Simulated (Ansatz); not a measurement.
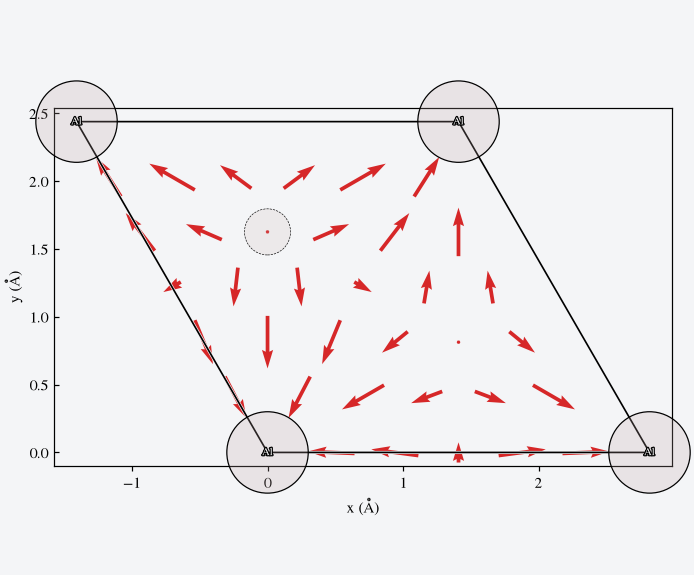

H on an Al(111) slab cut from the Fm-3m phase, its upper half relaxed before the scan (12 atoms of substrate and one adsorbate in a 2 × 2 cell). 
- H is moved over the surface cell at a fixed height above a rigid substrate; the origin of the map has the adsorbate above Al9; the height is held at 3.10 Å.
- Places are given modulo a cell vector. The map is drawn in real space over the plane of the surface.
- The grid has 6 × 6 points; 10 points were computed and 26 follow by symmetry.
- Places are given in fractions of the 1 × 1 surface cell.
- The runs have no spin polarisation, so an open-shell adsorbate far from the surface lies too high. At a fixed height the lowest place need not be the adsorption site.
- These are results of Ansatz, DFT PBE+D3(BJ), scalar-relativistic, plane waves, PAW, not measurements. Settings: cutoff 420 eV, k-mesh 6×6×1, gaussian smearing 0.1 eV, no spin polarisation.

The picture shows arrows along the force (downhill), their lengths compressed, labelled circles for the atoms of the top layer and small ones for the second layer, the outline of one cell of the plane.

**The arrows alone are given. Where is the energy lowest?**

The arrows converge at the top site over a surface Al atom, (0/6, 0/6) of the cell vectors (read from the interpolated surface).

The energy map of the same scan:

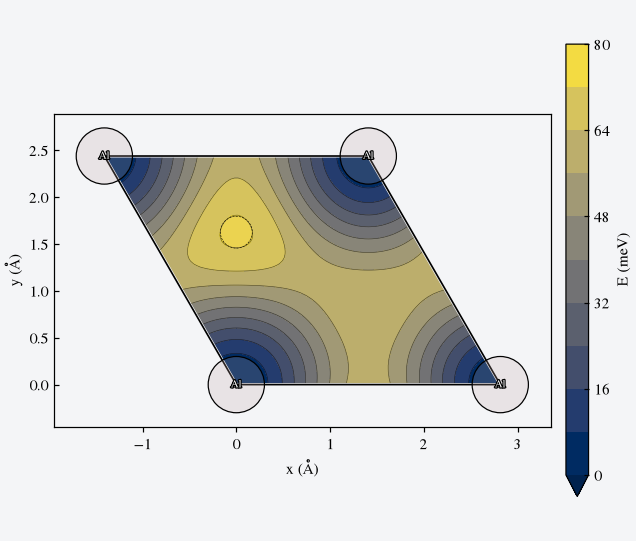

Energies are in meV, from the lowest grid point; between grid points the surface is interpolated.

PAW datasets: the set soft_1.
